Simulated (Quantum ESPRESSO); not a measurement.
# Single-point calculation of CdSe

- system: CdSe (Fm-3m, 2 atoms in the cell)
- method: Kohn-Sham DFT of a periodic cell, PBE, SSSP 1.3 efficiency PBE, no spin polarisation (Quantum ESPRESSO 7.5)

The structure derives from a Materials Project entry. The volume is scaled by 1.06.

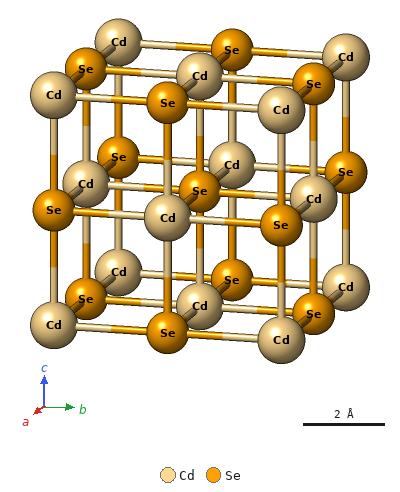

*The structure (ball-and-stick view of the cell 4 times as large as that of the calculation, set on its symmetry axes, seen slightly off an axis).*

### Key numbers

| quantity | value |
| --- | --- |
| outcome | converged |
| space group (tolerance 0.01 Å) | Fm-3m (225) |
| electrons treated | 18 |
| free energy | −2257.4208 eV |
| Fermi energy | 6.555 eV |
| gap on the k-point mesh | none (metallic) |
| pressure | −3.27 GPa |
| largest force (length of the vector) | under 0.001 eV/Å |
| hardware | 1 thread of Intel Xeon (Granite Rapids), 120 GiB of memory available, shared host |
| wall time | 31 s |
| peak memory | 0.28 GiB |

### Input
```
&CONTROL
  calculation = 'scf'
  prefix = 'pwscf'
  outdir = './tmp'
  pseudo_dir = './pseudo'
  tprnfor = .true.
  tstress = .true.
  disk_io = 'nowf'
/
&SYSTEM
  ibrav = 0
  nat = 2
  ntyp = 2
  ecutwfc = 60
  ecutrho = 480
  nbnd = 15
  occupations = 'smearing'
  smearing = 'fd'
  degauss = 0.00367493
/
&ELECTRONS
  conv_thr = 4d-10
  electron_maxstep = 120
  mixing_beta = 0.5
/
ATOMIC_SPECIES
Cd   112.4140 Cd.pbe-dn-rrkjus_psl.0.3.1.UPF
Se    78.9710 Se_pbe_v1.uspp.F.UPF
CELL_PARAMETERS angstrom
   0.0000000000    2.9303244279    2.9303244279
   2.9303244279    0.0000000000    2.9303244279
   2.9303244279    2.9303244279    0.0000000000
ATOMIC_POSITIONS crystal
Cd     0.0000000000    0.0000000000    0.0000000000
Se     0.5000000000    0.5000000000    0.5000000000
K_POINTS automatic
8 8 8 0 0 0
```

Launched with:
```bash
OMP_NUM_THREADS=1 pw.x -in pw.in > pw.out
```

### The program's output
```
This program is part of the open-source Quantum ESPRESSO suite
     for quantum simulation of materials; please cite
         "P. Giannozzi et al., J. Phys.:Condens. Matter 21 395502 (2009);
         "P. Giannozzi et al., J. Phys.:Condens. Matter 29 465901 (2017);
         "P. Giannozzi et al., J. Chem. Phys. 152 154105 (2020);
          URL
     in publications or presentations arising from this work. More details at

     file Cd.pbe-dn-rrkjus_psl.0.3.1.UPF: wavefunction(s)  4D renormalized
     Message from routine setup:
     using ibrav=0 with symmetry is DISCOURAGED, use correct ibrav instead

     Subspace diagonalization in iterative solution of the eigenvalue problem:
     a serial algorithm will be used

     G-vector sticks info
     --------------------
     sticks:   dense  smooth     PW     G-vecs:    dense   smooth      PW
     Sum        2053    1027    301                60375    21331    3479

     Using Slab Decomposition

     bravais-lattice index     =            0
     lattice parameter (alat)  =       7.8312  a.u.
     unit-cell volume          =     339.6047 (a.u.)^3
     number of atoms/cell      =            2
     number of atomic types    =            2
     number of electrons       =        18.00
     number of Kohn-Sham states=           15
     kinetic-energy cutoff     =      60.0000  Ry
     charge density cutoff     =     480.0000  Ry
     scf convergence threshold =      4.0E-10
     mixing beta               =       0.5000
     number of iterations used =            8  plain     mixing
     Exchange-correlation= SLA  PW   PBE  PBE
                           (   1   4   3   4   0   0   0)

     celldm(1)=   7.831223  celldm(2)=   0.000000  celldm(3)=   0.000000
     celldm(4)=   0.000000  celldm(5)=   0.000000  celldm(6)=   0.000000

     crystal axes: (cart. coord. in units of alat)
               a(1) = (   0.000000   0.707107   0.707107 )
               a(2) = (   0.707107   0.000000   0.707107 )
               a(3) = (   0.707107   0.707107   0.000000 )

     reciprocal axes: (cart. coord. in units 2 pi/alat)
               b(1) = ( -0.707107  0.707107  0.707107 )
               b(2) = (  0.707107 -0.707107  0.707107 )
               b(3) = (  0.707107  0.707107 -0.707107 )

     PseudoPot. # 1 for Cd read from file:
     Cd.pbe-dn-rrkjus_psl.0.3.1.UPF
     Pseudo is Ultrasoft + core correction, Zval = 12.0
     Generated using "atomic" code by A. Dal Corso  v.5.0.99 svn rev. 10869
     Using radial grid of 1239 points,  6 beta functions with:
                l(1) =   0
                l(2) =   0
                l(3) =   1
                l(4) =   1
                l(5) =   2
                l(6) =   2
     Q(r) pseudized with 0 coefficients

     PseudoPot. # 2 for Se read from file:
     Se_pbe_v1.uspp.F.UPF
     Pseudo is Ultrasoft + core correction, Zval =  6.0
     Generated by new atomic code, or converted to UPF format
     Using radial grid of  877 points,  6 beta functions with:
                l(1) =   0
                l(2) =   0
                l(3) =   1
                l(4) =   1
                l(5) =   2
                l(6) =   2
     Q(r) pseudized with  8 coefficients,  rinner =    1.300   1.300   1.300
                                                       1.300   1.300

     atomic species   valence    mass     pseudopotential
     Cd               12.00   112.41400     Cd( 1.00)
     Se                6.00    78.97100     Se( 1.00)

     48 Sym. Ops., with inversion, found

   Cartesian axes

     site n.     atom                  positions (alat units)
         1        Cd     tau(   1) = (   0.0000000   0.0000000   0.0000000  )
         2        Se     tau(   2) = (   0.7071068   0.7071068   0.7071068  )

     number of k points=    29  Fermi-Dirac smearing, width (Ry)=  0.0037
                       cart. coord. in units 2pi/alat
        k(    1) = (   0.0000000   0.0000000   0.0000000), wk =   0.0039062
        k(    2) = (   0.0883883   0.0883883  -0.0883883), wk =   0.0312500
        k(    3) = (   0.1767767   0.1767767  -0.1767767), wk =   0.0312500
        k(    4) = (   0.2651650   0.2651650  -0.2651650), wk =   0.0312500
        k(    5) = (  -0.3535534  -0.3535534   0.3535534), wk =   0.0156250
        k(    6) = (   0.1767767   0.0000000   0.0000000), wk =   0.0234375
        k(    7) = (   0.2651650   0.0883883  -0.0883883), wk =   0.0937500
        k(    8) = (   0.3535534   0.1767767  -0.1767767), wk =   0.0937500
        k(    9) = (  -0.2651650  -0.4419417   0.4419417), wk =   0.0937500
        k(   10) = (  -0.1767767  -0.3535534   0.3535534), wk =   0.0937500
        k(   11) = (  -0.0883883  -0.2651650   0.2651650), wk =   0.0937500
        k(   12) = (   0.0000000  -0.1767767   0.1767767), wk =   0.0468750
        k(   13) = (   0.3535534   0.0000000   0.0000000), wk =   0.0234375
        k(   14) = (   0.4419417   0.0883883  -0.0883883), wk =   0.0937500
        k(   15) = (  -0.1767767  -0.5303301   0.5303301), wk =   0.0937500
        k(   16) = (  -0.0883883  -0.4419417   0.4419417), wk =   0.0937500
        k(   17) = (   0.0000000  -0.3535534   0.3535534), wk =   0.0468750
        k(   18) = (   0.5303301   0.0000000   0.0000000), wk =   0.0234375
        k(   19) = (  -0.0883883  -0.6187184   0.6187184), wk =   0.0937500
        k(   20) = (   0.0000000  -0.5303301   0.5303301), wk =   0.0468750
        k(   21) = (  -0.7071068   0.0000000   0.0000000), wk =   0.0117188
        k(   22) = (   0.3535534   0.1767767   0.0000000), wk =   0.0937500
        k(   23) = (  -0.2651650  -0.4419417   0.6187184), wk =   0.1875000
        k(   24) = (  -0.1767767  -0.3535534   0.5303301), wk =   0.0937500
        k(   25) = (  -0.1767767  -0.5303301   0.7071068), wk =   0.0937500
        k(   26) = (  -0.0883883  -0.4419417   0.6187184), wk =   0.1875000
        k(   27) = (   0.0000000  -0.3535534   0.5303301), wk =   0.0937500
        k(   28) = (  -0.7071068   0.1767767   0.0000000), wk =   0.0468750
        k(   29) = (  -0.7071068   0.3535534   0.0000000), wk =   0.0234375

     Dense  grid:    60375 G-vectors     FFT dimensions: (  60,  60,  60)

     Smooth grid:    21331 G-vectors     FFT dimensions: (  40,  40,  40)

     Initial potential from superposition of free atoms

     starting charge      17.9950, renormalised to      18.0000
     Starting wfcs are   13 randomized atomic wfcs +    2 random wfcs

     Self-consistent Calculation

     iteration #  1     ecut=    60.00 Ry     beta= 0.50
     Davidson diagonalization with overlap
     ethr =  1.00E-02,  avg # of iterations =  4.7

     Threshold (ethr) on eigenvalues was too large:
     Diagonalizing with lowered threshold

     Davidson diagonalization with overlap
     ethr =  2.54E-04,  avg # of iterations =  3.1

     total energy              =    -165.90762039 Ry
     estimated scf accuracy    <       0.04639002 Ry

     iteration #  2     ecut=    60.00 Ry     beta= 0.50
     Davidson diagonalization with overlap
     ethr =  2.58E-04,  avg # of iterations =  2.4

     total energy              =    -165.91695783 Ry
     estimated scf accuracy    <       0.00189989 Ry

     iteration #  3     ecut=    60.00 Ry     beta= 0.50
     Davidson diagonalization with overlap
     c_bands:  1 eigenvalues not converged
     ethr =  1.06E-05,  avg # of iterations =  6.7

     total energy              =    -165.91729139 Ry
     estimated scf accuracy    <       0.00038393 Ry

     iteration #  4     ecut=    60.00 Ry     beta= 0.50
     Davidson diagonalization with overlap
     ethr =  2.13E-06,  avg # of iterations =  4.5

     total energy              =    -165.91735498 Ry
     estimated scf accuracy    <       0.00005406 Ry

     iteration #  5     ecut=    60.00 Ry     beta= 0.50
     Davidson diagonalization with overlap
     ethr =  3.00E-07,  avg # of iterations =  2.9

     total energy              =    -165.91736238 Ry
     estimated scf accuracy    <       0.00000178 Ry

     iteration #  6     ecut=    60.00 Ry     beta= 0.50
     Davidson diagonalization with overlap
     ethr =  9.91E-09,  avg # of iterations =  6.6

     total energy              =    -165.91736550 Ry
     estimated scf accuracy    <       0.00000255 Ry

     iteration #  7     ecut=    60.00 Ry     beta= 0.50
     Davidson diagonalization with overlap
     ethr =  9.91E-09,  avg # of iterations =  2.0

     total energy              =    -165.91736603 Ry
     estimated scf accuracy    <       0.00000002 Ry

     iteration #  8     ecut=    60.00 Ry     beta= 0.50
     Davidson diagonalization with overlap
     ethr =  9.29E-11,  avg # of iterations =  7.4

     total energy              =    -165.91736610 Ry
     estimated scf accuracy    <       0.00000001 Ry

     iteration #  9     ecut=    60.00 Ry     beta= 0.50
     Davidson diagonalization with overlap
     ethr =  6.61E-11,  avg # of iterations =  1.7

     total energy              =    -165.91736610 Ry
     estimated scf accuracy    <          2.7E-09 Ry

     iteration # 10     ecut=    60.00 Ry     beta= 0.50
     Davidson diagonalization with overlap
     ethr =  1.50E-11,  avg # of iterations =  4.8

     total energy              =    -165.91736610 Ry
     estimated scf accuracy    <          4.8E-09 Ry

     iteration # 11     ecut=    60.00 Ry     beta= 0.50
     Davidson diagonalization with overlap
     ethr =  1.50E-11,  avg # of iterations =  2.0

     End of self-consistent calculation

          k = 0.0000 0.0000 0.0000 (  2685 PWs)   bands (ev):

    -6.0999  -1.2558  -1.2558  -1.2422  -1.2422  -1.2422   5.9269   5.9269
     5.9269   6.3204  15.0915  15.0915  15.0915  15.9042  15.9042

          k = 0.0884 0.0884-0.0884 (  2698 PWs)   bands (ev):

    -6.0030  -1.2822  -1.2822  -1.2491  -1.2266  -1.2266   4.5129   5.9888
     5.9888   7.7331  13.7663  14.4428  14.4428  15.7428  15.7445

          k = 0.1768 0.1768-0.1768 (  2665 PWs)   bands (ev):

    -5.7489  -1.3479  -1.3479  -1.2743  -1.1853  -1.1853   3.1346   6.1502
     6.1502   8.9838  12.5173  13.0755  13.0755  15.7714  16.5688

          k = 0.2652 0.2652-0.2652 (  2671 PWs)   bands (ev):

    -5.4579  -1.4122  -1.4122  -1.3202  -1.1432  -1.1432   2.1743   6.3339
     6.3339   9.4777  11.9999  12.0860  12.0860  16.5164  17.9414

          k =-0.3536-0.3536 0.3536 (  2638 PWs)   bands (ev):

    -5.3229  -1.4383  -1.4383  -1.3497  -1.1256  -1.1256   1.8271   6.4190
     6.4190   9.4997  11.7248  11.7248  11.9306  17.4625  19.1281

          k = 0.1768 0.0000 0.0000 (  2693 PWs)   bands (ev):

    -5.9752  -1.3118  -1.2550  -1.2463  -1.2246  -1.2246   4.5703   5.7359
     5.7359   8.1804  13.2673  14.0241  14.6597  14.6597  17.2166

          k = 0.2652 0.0884-0.0884 (  2662 PWs)   bands (ev):

    -5.7861  -1.3534  -1.2794  -1.2678  -1.1988  -1.1813   3.5624   5.6531
     5.8293   9.1514  11.9191  13.2739  14.1168  15.0476  17.3447

          k = 0.3536 0.1768-0.1768 (  2685 PWs)   bands (ev):

    -5.5219  -1.3749  -1.3460  -1.2904  -1.1607  -1.1374   2.5434   5.7810
     5.8886   9.6088  11.0936  13.1286  13.2029  15.6327  17.9432

          k =-0.2652-0.4419 0.4419 (  2658 PWs)   bands (ev):

    -5.3388  -1.4037  -1.3651  -1.3201  -1.1267  -1.1212   2.0007   5.6983
     6.0670   9.8130  10.6922  12.3439  13.4569  16.6950  19.0052

          k =-0.1768-0.3536 0.3536 (  2660 PWs)   bands (ev):

    -5.3753  -1.4218  -1.3706  -1.2978  -1.1402  -1.1178   2.1185   5.4320
     6.3577  10.2148  10.5665  12.0485  13.4335  17.1015  17.6697

          k =-0.0884-0.2652 0.2652 (  2664 PWs)   bands (ev):

    -5.6023  -1.3930  -1.3458  -1.2692  -1.1806  -1.1423   2.8192   5.3120
     6.4527   9.8659  11.3883  12.4104  13.2360  16.2673  16.8275

          k = 0.0000-0.1768 0.1768 (  2673 PWs)   bands (ev):

    -5.8580  -1.3358  -1.2996  -1.2559  -1.2160  -1.1882   3.7765   5.5156
     6.2869   8.7843  12.8219  13.4001  13.4401  15.4864  16.7950

          k = 0.3536 0.0000 0.0000 (  2682 PWs)   bands (ev):

    -5.6977  -1.3156  -1.2858  -1.2232  -1.1745  -1.1745   3.6381   5.2695
     5.2695   8.6952  12.2441  12.9191  14.8777  14.8777  18.7989

          k = 0.4419 0.0884-0.0884 (  2664 PWs)   bands (ev):

    -5.5296  -1.2953  -1.2534  -1.2374  -1.1317  -1.1295   3.0225   5.0739
     5.1664   8.1295  12.4725  13.0843  14.6231  15.4846  19.4462

          k =-0.1768-0.5303 0.5303 (  2666 PWs)   bands (ev):

    -5.3740  -1.3167  -1.2951  -1.2052  -1.1094  -1.0521   2.4854   4.5781
     5.3808   8.3535  12.1679  13.8003  13.9104  16.0083  19.6534

          k =-0.0884-0.4419 0.4419 (  2664 PWs)   bands (ev):

    -5.3277  -1.3749  -1.3053  -1.2191  -1.1249  -1.0371   2.4329   4.1633
     5.8309   9.0510  11.8405  12.9939  14.0341  16.8662  17.9152

          k = 0.0000-0.3536 0.3536 (  2650 PWs)   bands (ev):

    -5.4251  -1.4033  -1.3341  -1.2453  -1.1568  -1.0873   2.6363   4.3866
     6.2992  10.0635  11.1186  12.4355  13.3811  16.7088  18.6442

          k = 0.5303 0.0000 0.0000 (  2658 PWs)   bands (ev):

    -5.4811  -1.3166  -1.2001  -1.1125  -1.1125  -1.0017   3.0477   4.8028
     4.8028   6.8142  12.2530  14.4613  15.7306  15.7306  19.7410

          k =-0.0884-0.6187 0.6187 (  2666 PWs)   bands (ev):

    -5.4055  -1.3152  -1.2266  -1.1130  -1.0933  -0.8246   2.8583   4.1380
     4.8203   6.9092  12.3186  14.8856  15.4521  16.1005  20.3788

          k = 0.0000-0.5303 0.5303 (  2654 PWs)   bands (ev):

    -5.3424  -1.2967  -1.2966  -1.1546  -1.1033  -0.8626   3.1248   3.2203
     5.2109   7.8757  12.6204  14.3184  14.7071  15.6434  18.8117

          k =-0.7071 0.0000 0.0000 (  2698 PWs)   bands (ev):

    -5.4175  -1.3294  -1.1905  -1.0828  -1.0828  -0.6942   2.7325   4.6102
     4.6102   6.0046  12.0328  15.7317  16.3280  16.3280  20.5303

          k = 0.3536 0.1768 0.0000 (  2673 PWs)   bands (ev):

    -5.6045  -1.3505  -1.3003  -1.2734  -1.1725  -1.1361   3.0811   4.9963
     5.9624   9.3671  11.5854  13.0188  13.6212  15.5539  18.6091

          k =-0.2652-0.4419 0.6187 (  2666 PWs)   bands (ev):

    -5.4098  -1.3651  -1.2965  -1.2688  -1.1374  -1.0897   2.5174   4.7200
     5.7709   9.4623  11.2650  13.2297  13.5097  16.3672  18.8401

          k =-0.1768-0.3536 0.5303 (  2660 PWs)   bands (ev):

    -5.3248  -1.3861  -1.2761  -1.2647  -1.1168  -1.0701   2.2510   4.7394
     5.5512   9.5912  10.9801  13.1632  14.0046  17.3283  17.3888

          k =-0.1768-0.5303 0.7071 (  2664 PWs)   bands (ev):

    -5.4210  -1.2949  -1.2743  -1.1682  -1.1123  -0.9987   2.8562   4.4946
     4.8389   7.9472  12.6786  13.1426  14.8874  16.2085  19.8529

          k =-0.0884-0.4419 0.6187 (  2657 PWs)   bands (ev):

    -5.3402  -1.3266  -1.2718  -1.1893  -1.0965  -0.8944   2.8325   3.8804
     4.6884   8.6361  12.3334  13.4602  14.4527  16.7348  18.5479

          k = 0.0000-0.3536 0.5303 (  2668 PWs)   bands (ev):

    -5.3343  -1.3624  -1.2554  -1.2314  -1.1114  -0.9656   2.7553   3.8254
     5.1664   9.3122  11.6017  13.6914  13.8594  17.3292  17.4357

          k =-0.7071 0.1768 0.0000 (  2658 PWs)   bands (ev):

    -5.3731  -1.3042  -1.2543  -1.1323  -1.0828  -0.7601   2.9802   3.9591
     4.2910   7.4671  12.5362  14.2770  15.1107  16.7795  19.6845

          k =-0.7071 0.3536 0.0000 (  2656 PWs)   bands (ev):

    -5.3267  -1.3356  -1.2301  -1.2301  -1.0827  -0.8097   3.6021   3.6021
     3.6362   9.1592  12.1591  13.7642  13.7642  18.0059  18.0059

     the Fermi energy is     6.5547 ev

!    total energy              =    -165.91736610 Ry
     estimated scf accuracy    <          1.4E-11 Ry
     smearing contrib. (-TS)   =      -0.00021562 Ry
     internal energy E=F+TS    =    -165.91715049 Ry

     The total energy is F=E-TS. E is the sum of the following terms:
     one-electron contribution =     -39.08146031 Ry
     hartree contribution      =      34.40636507 Ry
     xc contribution           =     -72.55629234 Ry
     ewald contribution        =     -88.68576291 Ry

     convergence has been achieved in  11 iterations

     Forces acting on atoms (cartesian axes, Ry/au):

     atom    1 type  1   force =     0.00000000    0.00000000    0.00000000
     atom    2 type  2   force =     0.00000000    0.00000000    0.00000000

     Total force =     0.000000     Total SCF correction =     0.000000

     Computing stress (Cartesian axis) and pressure

          total   stress  (Ry/bohr**3)                   (kbar)     P=      -32.67
  -0.00022209  -0.00000000   0.00000000          -32.67       -0.00        0.00
  -0.00000000  -0.00022209  -0.00000000           -0.00      -32.67       -0.00
   0.00000000  -0.00000000  -0.00022209            0.00       -0.00      -32.67

=------------------------------------------------------------------------------=
   JOB DONE.
=------------------------------------------------------------------------------=
```

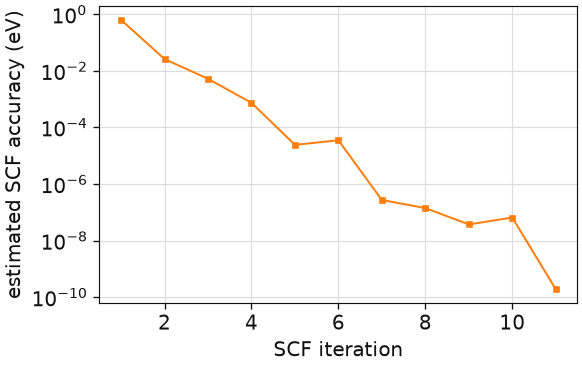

*Convergence of the self-consistent field: estimated SCF accuracy against the iteration.*

The field takes 11 iterations in all.
